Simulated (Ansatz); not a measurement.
# Run report: Si$_{3}$N$_{2}$, geometry relaxation (part 2 of 2)

The same run, continued: Si$_{3}$N$_{2}$ (5 atoms in the cell); DFT PBE, scalar-relativistic, plane waves, PAW, no spin polarisation (Ansatz 0.2.0); cutoff 420 eV, 12×12×12 k-mesh, Gaussian smearing of 0.1 eV. The structure was made by swapping elements on the sites of another compound; it need not be a known phase. It belongs to a series of runs on one base structure; here: Hf -> Si on all its sites, cell and atoms relaxed.

Geometry of the input (Å; fractional positions):
```
1.3827  0.7983  7.8060
-1.3827  0.7983  7.8060
0.0000  -1.5966  7.8060
Si 0.7831  0.7831  0.7831
Si 0.2169  0.2169  0.2169
Si 0.0000  0.0000  0.0000
N  0.6229  0.6229  0.6229
N  0.3771  0.3771  0.3771
```

### The program's output, continued
```
SCF iter   1: F=—  HF=-2674.571189 eV  |F-HF|=—  |Δ(HF+E_count)|=         —  Δρ=4.45e-6  dr2=1.66e-9  ethr=4.92e-7  ⟨swp⟩=2.8  Hψ=25231  notcnv=0
eigensolver tolerance schedule: the retry pair's looser diagonalisation over-reported the residual by 65367.15 of it (diagonalisation noise at an unbounded share of the residual, at the tolerance the schedule requests for it); recorded, not acted on — ethr = c·dr2/N_el stays at c = 1.0e-1
preconditioner: auto → none  [metal: Δε(μ)=0.024 eV  Ē_g=11.218 eV  σ=0.100 eV  W_gap=0.14  n_scr=4 (ndim 8)  ℏωp=24.2 eV  f_vac=0.000  D(μ)=1.03/eV (n_scr^D=4)]
SCF iter   2: F=—  HF=-2674.571216 eV  |F-HF|=—  |Δ(HF+E_count)|=   2.72e-5  Δρ=2.41e-6  dr2=9.42e-10  ethr=7.53e-12  ⟨swp⟩=3.2  Hψ=7156  notcnv=0
SCF iter   3: F=—  HF=-2674.571216 eV  |F-HF|=—  |Δ(HF+E_count)|=  5.84e-10  Δρ=1.05e-6  dr2=2.03e-10  ethr=4.28e-12  ⟨swp⟩=2.0  Hψ=4926  notcnv=0
iter 4 did not close the SCF: its close was put off for the readings that it lacked (scf_convergence_deferred on its scf_iter line)
SCF iter   4: F=-2674.571216 eV  HF=-2674.571216 eV  |F-HF|=1.36e-11  |Δ(HF+E_count)|=  2.20e-10  Δρ=3.00e-7  dr2=1.29e-11  ethr=1.00e-12  ⟨swp⟩=2.5  Hψ=4898  notcnv=0
iter 5 did not close the SCF: its close was put off for the readings that it lacked (scf_convergence_deferred on its scf_iter line)
SCF iter   5: F=-2674.571216 eV  HF=-2674.571216 eV  |F-HF|=9.09e-13  |Δ(HF+E_count)|=  1.68e-11  Δρ=8.24e-8  dr2=1.33e-12  ethr=1.00e-12  ⟨swp⟩=1.0  Hψ=3024  notcnv=0
iter 6 did not close the SCF: its close was put off for the readings that it lacked (scf_convergence_deferred on its scf_iter line)
SCF iter   6: F=-2674.571216 eV  HF=-2674.571216 eV  |F-HF|=0.00e0  |Δ(HF+E_count)|=  1.36e-12  Δρ=9.85e-9  dr2=2.76e-14  ethr=1.00e-12  ⟨swp⟩=1.0  Hψ=3024  notcnv=0
iter 7 did not close the SCF: its close was put off for the readings that it lacked (scf_convergence_deferred on its scf_iter line)
SCF iter   7: F=-2674.571216 eV  HF=-2674.571216 eV  |F-HF|=1.36e-12  |Δ(HF+E_count)|=  4.55e-13  Δρ=1.73e-9  dr2=7.28e-16  ethr=1.00e-12  ⟨swp⟩=1.0  Hψ=3024  notcnv=0
SCF iter   8: F=-2674.571216 eV  HF=-2674.571216 eV  |F-HF|=0.00e0  |Δ(HF+E_count)|=  9.09e-13  Δρ=3.77e-10  dr2=2.42e-17  ethr=1.00e-12  ⟨swp⟩=1.0  Hψ=6804  notcnv=0
SCF 5 converged in 8 iterations: F = -2674.571216 eV  dr2 = 2.42e-17
relax step   5: F+E_penalty+E_count = -2674.57121579 eV  Δ(F+E_penalty+E_count) = -1.015e-4 eV  max|allowed force component| = 1.079e-3 eV/Å  Δτ_max = 0.0000 Å  P = +0.005 GPa  Ω = 51.740 Å³  stress off target by 7.82e-3 GPa  SCF on the basis re-selected at this cell (its energy is not comparable with the rows above)  (8 SCF iters)
```

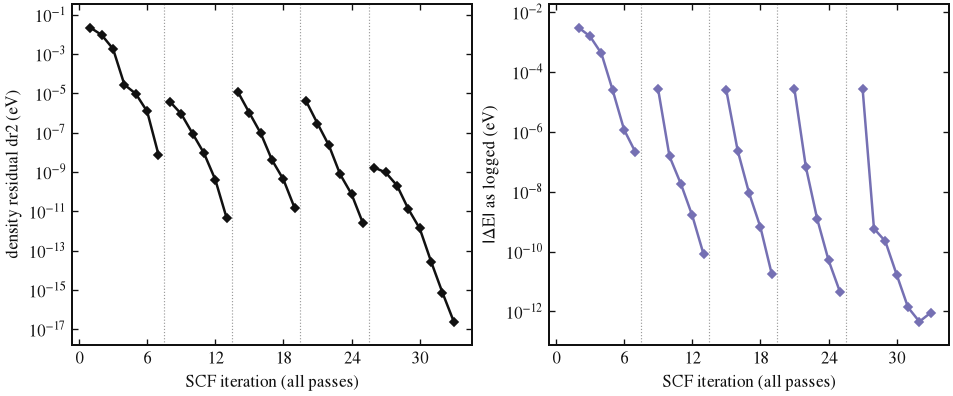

Fig. 1: Convergence of the self-consistent field: density residual dr2 and size of the energy change against the SCF iteration. The dotted lines part the SCF passes of the relaxation: geometry steps, rejected trials and re-solves on a re-selected basis. The 5 passes take 6 to 8 iterations each, 33 in all.

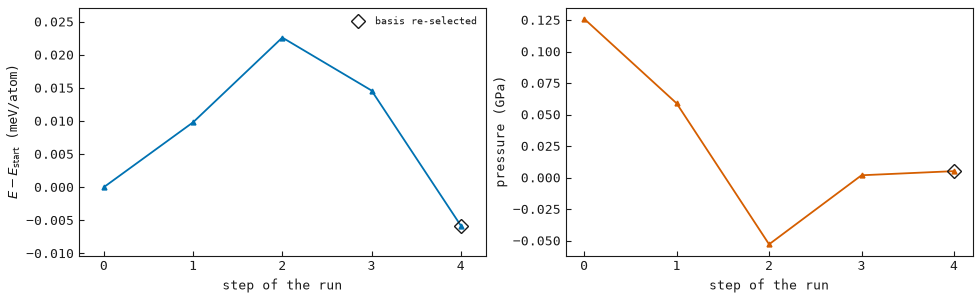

Fig. 2: Progress of the relaxation, step by step (the first geometry is step 0 here and step 1 in the log). The energy rises by next to nothing (0.0 meV per atom) in 3 geometry steps. The largest force component goes from 0.00034 to 0.0011 eV/Å. The pressure goes from 0.13 to 0.01 GPa. The atoms keep their places relative to the cell (all moves are under 0.005 Å). The volume changes by +0.1 %, with a = b 2.765 → 2.766 Å (0.0 %), c 23.418 → 23.420 Å (0.0 %). The space group stays R-3m (No. 166). A last SCF at the same geometry on a re-selected plane-wave basis shifts the energy by next to nothing (0.0 meV per atom).

```
basis re-selected at this cell: Δ(F+E_penalty+E_count) = -1.015e-4 eV, ΔP = +0.003 GPa vs the last step (what re-selecting the basis moved, of the pressure what is left beyond the Pulay correction that the steps carried, after the strain that the cell walked since its last selection, with what the two solves' SCF thresholds leave and, on support functions, any second-order correction that the steps lacked; it is no measure of the basis error at this ecutwfc). This SCF's stress stands 7.82e-3 GPa from its target on what of the cell is left free (relax.cell.stress_tol is 1.00e-1 GPa) and its largest allowed force component is 1.08e-3 eV/Å (relax.f_tol is 1.00e-2 eV/Å): within both
SCF converged after 8 iterations
Free energy (F): -2674.571216 eV
Harris-Foulkes:  -2674.571216 eV  (|F-HF|=0.00e0)
Internal energy: -2674.566070 eV  (E = F + TS)
E sigma→0 (E₀):  -2674.568643 eV
Entropy (-TS):   -0.005146 eV (-1.029 meV/atom)
Fermi energy:    12.046878 eV
--- Per-component energies (eV) ---
  E_band       = 96.933740
  E_kinetic    = 393.605880
  E_local      = -685.373182  (includes V_loc(G=0)·N_el)
  E_nonlocal   = 164.919706
  E_hartree    = 283.561607
  E_xc         = -290.545545
  E_vxc        = -299.621415  (∫ρ·V_xc dr)
  E_paw        = -1790.716307  (= ΣΔE_a)
  E_vpaw       = -43.720676  (= ΣTr[D̂ρ^β])
  E_aug_tail   = 0.000214  (compensation charges beyond the density's cutoff)
  E_ewald      = -750.018443
  E_smearing   = -0.005146  (= −TS)
  E_closure    = 0.000000  (closes the sum)
  Σ components = -2674.571216   (vs F -2674.571216, Δ=0.00e0)
--- Forces (eV/Å), atoms counted from 1 ---
  atom   1  Si     0.00000000    -0.00000000     0.00004643
  atom   2  Si     0.00000000     0.00000000    -0.00004643
  atom   3  Si     0.00000000     0.00000000    -0.00000000
  atom   4  N      0.00000000     0.00000000    -0.00107861
  atom   5  N      0.00000000    -0.00000000     0.00107861
  max |Σ_I F_I| component: 9.25e-18 eV/Å
--- Stress (GPa, compression-positive) ---
        0.007816       0.000000       0.000000
        0.000000       0.007816       0.000000
        0.000000       0.000000      -0.000270
  P = ⅓ Tr σ = 0.0051 GPa (0.051 kbar)
--- Band table (eV; the first three rows and the last of 189) ---
  k-point 0: bands = ["-8.2869", "-5.1105", "-1.2581", "2.6971", "4.0284", "9.4239", "9.4239", "10.2214", "10.2214", "10.6765", "13.1562", "17.1974", "18.6058", "20.2087", "20.2087", "20.2649"]
  k-point 1: bands = ["-8.1450", "-4.9952", "-1.0825", "2.7845", "4.1930", "8.6402", "9.1625", "9.6513", "10.2232", "10.7661", "13.4364", "17.5189", "18.4339", "18.8616", "19.4575", "19.4801"]
  k-point 2: bands = ["-7.7251", "-4.6622", "-0.5588", "3.0205", "4.6416", "7.0521", "8.3962", "8.6180", "10.0962", "10.7933", "13.8470", "15.6187", "17.4801", "17.6894", "18.4456", "19.3740"]
  k-point 188: bands = ["-8.2768", "-5.2022", "-0.2596", "0.5001", "7.1655", "7.7134", "9.4227", "9.4227", "10.2232", "10.2232", "15.0805", "16.7186", "17.6076", "19.8701", "19.8701", "20.8944"]
--- Relaxed structure (4 steps of the walk, 4 accepted, 1 SCFs on fresh bases) ---
  F+E_penalty+E_count = -2674.57121579 eV   max|allowed force component| = 1.079e-3 eV/Å   (the final SCF, on the basis selected at the relaxed cell)
  cell:  # Å, volume = 51.7398 Å³
    - [1.383195876062621, 0.7985885113700658, 7.806682965329852]
    - [-1.383195876062621, 0.7985885113700658, 7.806682965329852]
    - [-2.575868823899649e-34, -1.5971770227901356, 7.806682965324737]
  atoms:
    - { symbol: Si, position: [0.7831182532876452, 0.7831182532876452, 0.7831182532876452] }
    - { symbol: Si, position: [0.21688174671235505, 0.21688174671235505, 0.21688174671235505] }
    - { symbol: Si, position: [-1.331059048283098e-21, -1.3310590482831073e-21, -1.3310590482722993e-21] }
    - { symbol: N, position: [0.6229412776102589, 0.6229412776102589, 0.622941277610259] }
    - { symbol: N, position: [0.37705872238974125, 0.37705872238974125, 0.3770587223897412] }
```

### Trajectory as extended XYZ (Å, eV, eV/Å), 5 frames, from step=1 to step=5
```
5
Lattice="1.3827 0.7983 7.8060 -1.3827 0.7983 7.8060 0.0000 -1.5966 7.8060" Properties=species:S:1:pos:R:3:forces:R:3 step=1 energy=-2674.57119 pressure_GPa=0.13
Si    0.0000    0.0000   18.3392    0.0000   0.0000  -0.0003
Si    0.0000    0.0000    5.0789    0.0000   0.0000   0.0003
Si    0.0000    0.0000    0.0000    0.0000   0.0000   0.0000
N     0.0000    0.0000   14.5878    0.0000   0.0000  -0.0003
N     0.0000    0.0000    8.8302    0.0000   0.0000   0.0003
5
Lattice="1.3831 0.7985 7.8057 -1.3831 0.7985 7.8057 0.0000 -1.5971 7.8057" Properties=species:S:1:pos:R:3:forces:R:3 step=2 energy=-2674.57114 pressure_GPa=0.06
Si    0.0000    0.0000   18.3381    0.0000   0.0000   0.0054
Si    0.0000    0.0000    5.0791    0.0000   0.0000  -0.0054
Si    0.0000    0.0000    0.0000    0.0000   0.0000   0.0000
N     0.0000    0.0000   14.5876    0.0000   0.0000  -0.0044
N     0.0000    0.0000    8.8296    0.0000   0.0000   0.0044
5
Lattice="1.3833 0.7986 7.8082 -1.3833 0.7986 7.8082 0.0000 -1.5973 7.8082" Properties=species:S:1:pos:R:3:forces:R:3 step=3 energy=-2674.57107 pressure_GPa=-0.05
Si    0.0000    0.0000   18.3444    0.0000   0.0000  -0.0051
Si    0.0000    0.0000    5.0802    0.0000   0.0000   0.0051
Si    0.0000    0.0000    0.0000    0.0000   0.0000   0.0000
N     0.0000    0.0000   14.5922    0.0000   0.0000  -0.0008
N     0.0000    0.0000    8.8323    0.0000   0.0000   0.0008
5
Lattice="1.3832 0.7986 7.8067 -1.3832 0.7986 7.8067 0.0000 -1.5972 7.8067" Properties=species:S:1:pos:R:3:forces:R:3 step=4 energy=-2674.57111 pressure_GPa=0.00
Si    0.0000    0.0000   18.3407    0.0000   0.0000   0.0000
Si    0.0000    0.0000    5.0794    0.0000   0.0000   0.0000
Si    0.0000    0.0000    0.0000    0.0000   0.0000   0.0000
N     0.0000    0.0000   14.5893    0.0000   0.0000  -0.0011
N     0.0000    0.0000    8.8307    0.0000   0.0000   0.0011
5
Lattice="1.3832 0.7986 7.8067 -1.3832 0.7986 7.8067 0.0000 -1.5972 7.8067" Properties=species:S:1:pos:R:3:forces:R:3 step=5 energy=-2674.57122 pressure_GPa=0.01
Si    0.0000    0.0000   18.3407    0.0000   0.0000   0.0000
Si    0.0000    0.0000    5.0794    0.0000   0.0000   0.0000
Si    0.0000    0.0000    0.0000    0.0000   0.0000   0.0000
N     0.0000    0.0000   14.5893    0.0000   0.0000  -0.0011
N     0.0000    0.0000    8.8307    0.0000   0.0000   0.0011
```

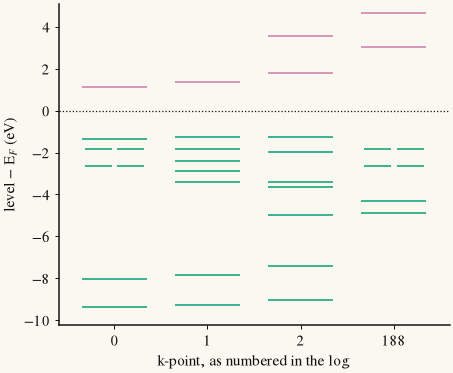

Fig. 3: Kohn–Sham levels near the Fermi level (dotted) at the few k-points that the log prints; levels within 0.02 eV of each other stand side by side. The system is metallic on the full mesh.
